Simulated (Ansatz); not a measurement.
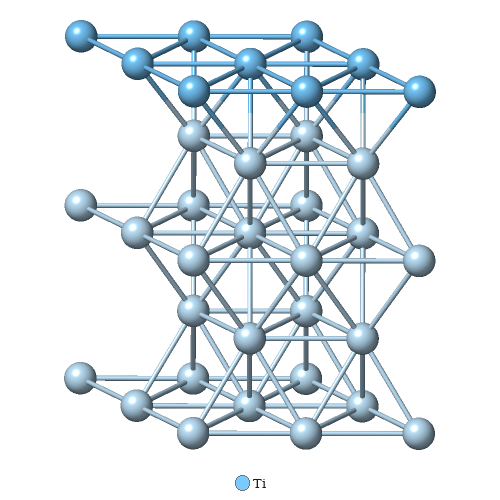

The system is Si on a Ti(001) slab cut from the P6_3/mmc phase, its upper half relaxed before the scan (20 atoms of substrate and one adsorbate in a 2 × 2 cell); the picture shows it without the atoms that are moved over the map. Si is moved over the surface cell at a fixed height above a rigid substrate; the origin of the map has the adsorbate above Ti17; the height is held at 2.80 Å. Places are given modulo a cell vector. The map is drawn in real space over the plane of the surface. The grid has 6 × 6 points; 10 points were computed and 26 follow by symmetry. Places are given in fractions of the 1 × 1 surface cell. Energies: meV, counted from the lowest grid point. The runs have no spin polarisation, so an open-shell adsorbate far from the surface lies too high. At a fixed height the lowest place need not be the adsorption site. The calculation used DFT PBE+D3(BJ), scalar-relativistic, plane waves, PAW (Ansatz 0.2.0). Settings: cutoff 420 eV, k-mesh 6×6×1, gaussian smearing 0.1 eV, no spin polarisation.

Range: position of Si21 along the first surface vector from 0.000 to 0.833; position of Si21 along the second surface vector from 0.000 to 0.833.

Predict the map.

The lowest grid point is at the top site over a surface Ti atom, (0/6, 0/6) of the cell vectors. The highest grid point, a threefold hollow, (2/6, 4/6) of the cell vectors, lies 160 meV above the lowest. On the interpolated surface the easiest way out of the lowest well to its copy in the next cell or period passes a barrier of about 75 meV. At the lowest point the adsorbate has 1 Ti at 2.80 Å as nearest neighbours, at the highest 3 Ti at 3.26 Å.

```tsv
second ↓, first →	0/6	1/6	2/6	3/6	4/6	5/6
5/6	25	79	135	135	79	25
4/6	82	135	160	135	82	52
3/6	112	135	135	112	79	79
2/6	82	79	82	79	74	79
1/6	25	25	52	79	79	52
0/6	0	25	82	112	82	25
```

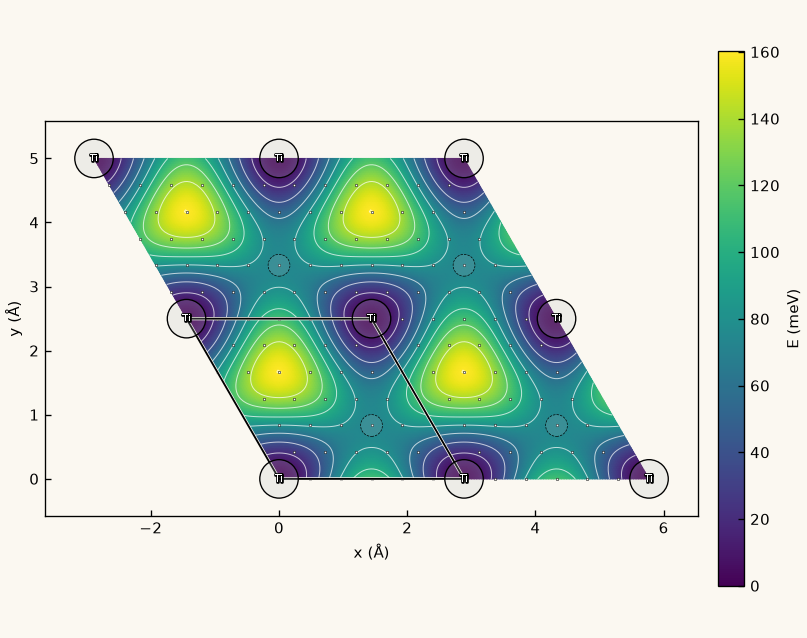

In the figure: a smooth colour map with a few white contour lines, dots at the grid points, labelled circles for the atoms of the top layer and small ones for the second layer, the outline of one cell of the 2 × 2 shown. Between grid points the surface is interpolated.

Time for the 10 points that were run: 14 min on 4 threads of Arm Neoverse V2, with other jobs on the host.

PAW datasets: the set soft_1.
